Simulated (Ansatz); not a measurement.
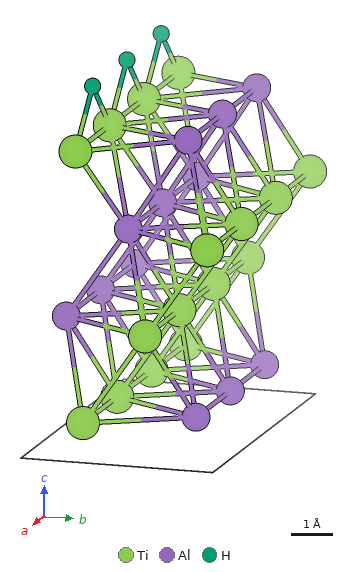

This is the input geometry for a constrained relaxation of a slab of composition Ti4Al4H (cut from the P4/mmm phase). Style: ball-and-stick. Shown: the 3 × 1 repeat of the cell, outlined in the plane, without the vacuum, slightly off an axis.

Case: H put at a bridge Ti-Ti site. The slab is the (1 0 1) face of TiAl with H on it. 4 atoms are held fixed.

All numbers below come from DFT PBEsol, scalar-relativistic, plane waves, PAW (Ansatz).

The input:
```yaml
crystal:
  lattice:
    - [2.7951585985, 0.0, 0.0]
    - [0.0, 4.9116531041, 0.0]
    - [0.0, 0.0, 25.895185751]
  atoms:
    - { symbol: Ti, position: [0.0, 0.3238601685, 0.3282463421] }
    - { symbol: Al, position: [0.5, 0.8238601685, 0.3282463421] }
    - { symbol: Ti, position: [0.0, 0.6477203369, 0.4170039696] }
    - { symbol: Al, position: [0.5, 0.1477203369, 0.4170039696] }
    - { symbol: Ti, position: [0.0, 0.9714622164, 0.5052707184] }
    - { symbol: Al, position: [0.5, 0.4712922267, 0.5060950249] }
    - { symbol: Ti, position: [0.0, 0.2846919189, 0.5916210053] }
    - { symbol: Al, position: [0.5, 0.7827906297, 0.596752324] }
    - { symbol: H, position: [0.5, 0.2846919189, 0.6423206397] }
basis:
  ecutwfc: 420
kpoints:
  mp_grid: { grid: [10, 6, 1] }
hamiltonian:
  xc: pbesol
scf:
  occupations: { method: gaussian, width: 0.1 }
output:
  forces: true
  eigenvalues: true
relax:
  adjacent_minimum: "off"
  f_tol: 0.03
  max_steps: 70
  constraints: [{ sites: [0, 1, 2, 3] }]
efield:
  axis: 3
  dipole_correction: true
  ramp_width: 0.04
```

Launched with:
```bash
ansatz run input.yaml --threads 1 --pin off --max-ram 2560MiB --backend cpu --events-out ev --progress --plain --runs-dir out
```

> What does the optimiser find from here?

Over 6 accepted moves (7 points after the start) the energy falls by 0.190 eV per cell of the calculation. Largest force component: 0.4 eV/Å at the start, 0.013 eV/Å at the end. The line search rejected the trial step at point 6 of the run. H9 moves most: 0.82 Å at 73° to the normal (−c side). Largest moves by element: H 0.82 Å, Ti 0.04 Å, Al 0.03 Å. The cell stays as it was. Among the contacts that change: Al8–H9 2.733 → 1.947 Å, Al4–Al6 2.801 → 2.776 Å, Al4–Ti5 2.816 → 2.834 Å, Ti7–Al8 2.821 → 2.805 Å. The run took 120 s on 1 thread of Intel(R) Xeon(R) 6975P-C (Granite Rapids), with other jobs on the host, peak memory 0.69 GiB.

After the run, drawn alike:

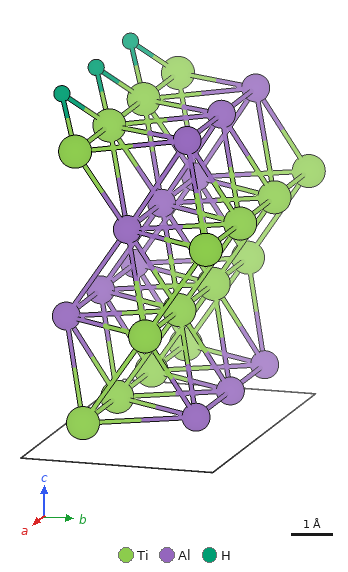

Limits of the set-up: the periodic images lie only 2.8 Å apart, so the values are limited by the cell's size.
